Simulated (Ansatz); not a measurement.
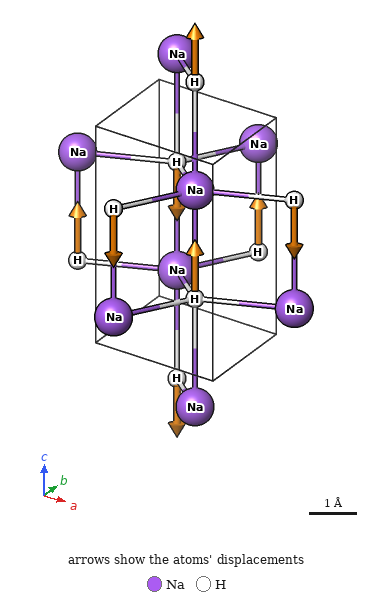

One vibrational mode of crystalline NaH (a generated structure) at the zone centre. The orange arrows are the displacements of the atoms (eigenvector over the root of the mass), of arbitrary overall length and sign. Style: ball-and-stick. Shown: the cell of the calculation, slightly off an axis.

Method: DFT PBE, scalar-relativistic, plane waves, PAW in Ansatz.

Input
```yaml
crystal:
  lattice:
    - [3.9724694124, 0.0, 0.0]
    - [-1.9862347062, 3.4402594269, 0.0]
    - [0.0, 0.0, 4.8731593062]
  atoms:
    - { symbol: Na, position: [0.3333333333, 0.6666666667, 0.25] }
    - { symbol: Na, position: [0.6666666667, 0.3333333333, 0.75] }
    - { symbol: H, position: [0.3333333333, 0.6666666667, 0.75] }
    - { symbol: H, position: [0.6666666667, 0.3333333333, 0.25] }
basis:
  ecutwfc: 420
kpoints:
  mp_grid: { grid: [6, 6, 6] }
hamiltonian:
  xc: pbe
scf:
  occupations: { method: fixed }
output:
  eigenvalues: true
phonons:
  method: dfpt
  dielectric: true
  rigid_motions: translations
  eigenvectors: true
  qmesh: [2, 2, 2]
  temperatures: { t_max: 1000, t_step: 100 }
  qpath:
    path:
      - [[0.0, 0.0, 0.0], [0.5, 0.0, 0.0], [0.33333333, 0.33333333, 0.0], [0.0, 0.0, 0.0], [0.0, 0.0, 0.5], [0.5, 0.0, 0.5], [0.33333333, 0.33333333, 0.5], [0.0, 0.0, 0.5]]
      - [[0.5, 0.0, 0.5], [0.5, 0.0, 0.0]]
      - [[0.33333333, 0.33333333, 0.5], [0.33333333, 0.33333333, 0.0]]
    npoints: 8
```

Launched with:
```bash
ansatz run input.yaml --threads 1 --pin off --max-ram 3072MiB --backend cpu --events-out ev --progress --plain --runs-dir out
```

Frequencies are those without the non-analytic (LO–TO) term.

Question: Describe the mode and give its frequency.

Answer: This is the B₁g mode at 100.2 meV, the highest optical level, silent by symmetry (neither infrared- nor Raman-active). The Na atoms hardly move; all motion is along c; atoms of one kind move against one another, with no net shift of their sublattice; it stretches the H–Na bonds (2.44 Å).
